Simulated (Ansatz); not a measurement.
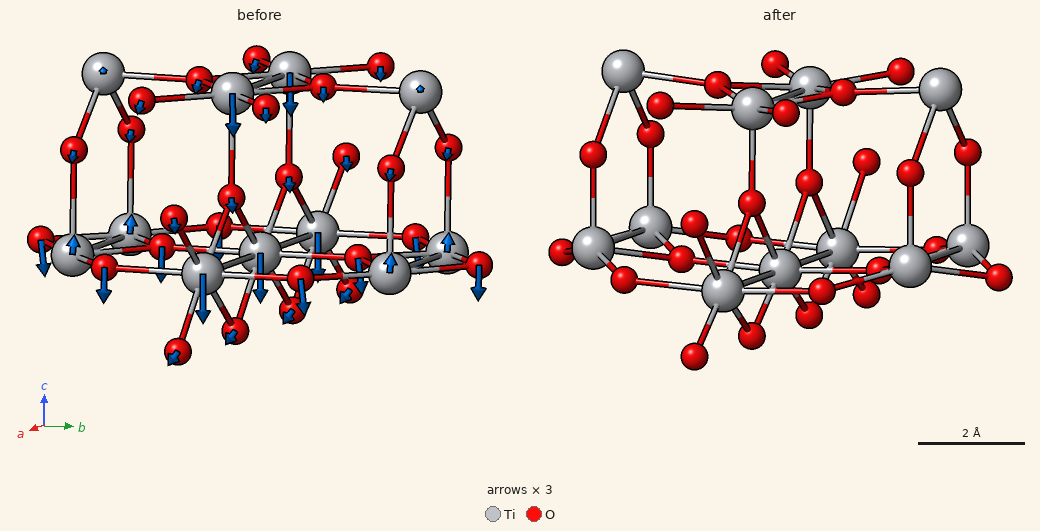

The structure of a slab of composition Ti16O32 before (left) and after (right) a relaxation, at one scale. The blue arrows give the displacements, 3 times their true length.

Style: ball-and-stick. Shown: the atoms within 5.0 Å of the atom that moves most (axes of the 3 × 1 repeat of the cell, outlined in the plane, without the vacuum (origin shifted)), slightly off an axis.

Method: DFT, PBEsol, PAW, plane waves in Ansatz.

Input file:
```yaml
crystal:
  lattice:
    - [0.000000, 0.000000, 2.938871]
    - [4.591414, -4.591414, 0.000000]
    - [27.057986, 27.057986, 0.000000]
  atoms:
    - { symbol: Ti, position: [0.987694, 0.000621, 0.796181] }
    - { symbol: Ti, position: [0.005312, 0.497810, 0.202655] }
    - { symbol: Ti, position: [0.007596, 0.002456, 0.288317] }
    - { symbol: Ti, position: [0.997409, 0.504320, 0.373720] }
    - { symbol: Ti, position: [0.988616, 0.997838, 0.457060] }
    - { symbol: Ti, position: [0.008409, 0.494479, 0.542089] }
    - { symbol: Ti, position: [0.988933, 0.000265, 0.627837] }
    - { symbol: Ti, position: [0.017519, 0.502082, 0.712012] }
    - { symbol: Ti, position: [0.496974, 0.495315, 0.796942] }
    - { symbol: Ti, position: [0.498707, 0.998676, 0.202946] }
    - { symbol: Ti, position: [0.496396, 0.503092, 0.288441] }
    - { symbol: Ti, position: [0.492994, 0.000149, 0.372848] }
    - { symbol: Ti, position: [0.499897, 0.496075, 0.458133] }
    - { symbol: Ti, position: [0.500843, 0.001340, 0.541706] }
    - { symbol: Ti, position: [0.499191, 0.500213, 0.626775] }
    - { symbol: Ti, position: [0.507323, 0.999612, 0.711555] }
    - { symbol: O, position: [0.999366, 0.010157, 0.169149] }
    - { symbol: O, position: [0.994359, 0.500525, 0.255289] }
    - { symbol: O, position: [0.992847, 0.993480, 0.339854] }
    - { symbol: O, position: [0.008919, 0.495692, 0.424304] }
    - { symbol: O, position: [0.996556, 0.998498, 0.508478] }
    - { symbol: O, position: [0.998862, 0.503361, 0.594731] }
    - { symbol: O, position: [0.996408, 0.003252, 0.678539] }
    - { symbol: O, position: [0.000604, 0.498061, 0.764197] }
    - { symbol: O, position: [0.007612, 0.493048, 0.829948] }
    - { symbol: O, position: [0.003109, 0.998573, 0.236006] }
    - { symbol: O, position: [0.004333, 0.494217, 0.320493] }
    - { symbol: O, position: [0.996568, 0.998205, 0.404772] }
    - { symbol: O, position: [0.013083, 0.502756, 0.490544] }
    - { symbol: O, position: [0.997156, 0.002442, 0.574853] }
    - { symbol: O, position: [0.003720, 0.494346, 0.660471] }
    - { symbol: O, position: [0.000976, 0.997395, 0.744500] }
    - { symbol: O, position: [0.502203, 0.197797, 0.796967] }
    - { symbol: O, position: [0.505773, 0.689668, 0.203342] }
    - { symbol: O, position: [0.494025, 0.196071, 0.288217] }
    - { symbol: O, position: [0.501900, 0.693141, 0.372615] }
    - { symbol: O, position: [0.487050, 0.196698, 0.457690] }
    - { symbol: O, position: [0.499884, 0.695370, 0.542927] }
    - { symbol: O, position: [0.506701, 0.195557, 0.626256] }
    - { symbol: O, position: [0.489800, 0.695584, 0.713198] }
    - { symbol: O, position: [0.504316, 0.802866, 0.796763] }
    - { symbol: O, position: [0.494243, 0.305292, 0.203356] }
    - { symbol: O, position: [0.494236, 0.804953, 0.288083] }
    - { symbol: O, position: [0.496233, 0.308274, 0.372229] }
    - { symbol: O, position: [0.497780, 0.798684, 0.457295] }
    - { symbol: O, position: [0.496598, 0.301310, 0.542344] }
    - { symbol: O, position: [0.497929, 0.799514, 0.626386] }
    - { symbol: O, position: [0.489315, 0.303474, 0.712647] }
kpoints:
  mp_grid: { grid: [6, 3, 1] }
hamiltonian:
  xc: pbesol
scf:
  occupations: { method: fermi_dirac, width: 0.01 }
relax:
  f_tol: 0.03
  max_steps: 80
  escape_saddle: false
  adjacent_minimum: "off"
output:
  forces: true
  eigenvalues: true
  populations: true
```

Launched with:
```bash
ansatz run in.yaml --threads 8 --pin off --max-ram 118750MiB --runs-dir r --events-out ev --progress --plain --backend cuda --devices 0, --max-vram 170GiB
```

### What changed between the two?

The largest moves relative to the layer's centre, 0.33 Å, are those of Ti9 and Ti10. Ti10 goes along the normal (−c). By element the largest moves are Ti 0.33 Å, O 0.24 Å. The cell doesn't change. Near-neighbour distances that change, for instance: Ti2–O18 2.014 → 1.793 Å, Ti3–O26 2.002 → 1.821 Å, Ti10–O26 1.929 → 2.087 Å, Ti10–O17 1.960 → 1.815 Å. Among the angles between lasting bonds that change: Ti10–O17–Ti10 97.2° → 108.2°, Ti10–O26–Ti10 98.5° → 89.4°, Ti3–O26–Ti10 130.9° → 135.2°. After 7 geometry steps the energy has fallen by 2.702 eV per cell of the calculation. Largest force component: 3 eV/Å at the start, 0.011 eV/Å at the end. The run took 10 s on 1 × NVIDIA GB200 with 8 threads of Arm Neoverse-V2, peak memory 2.2 GiB.
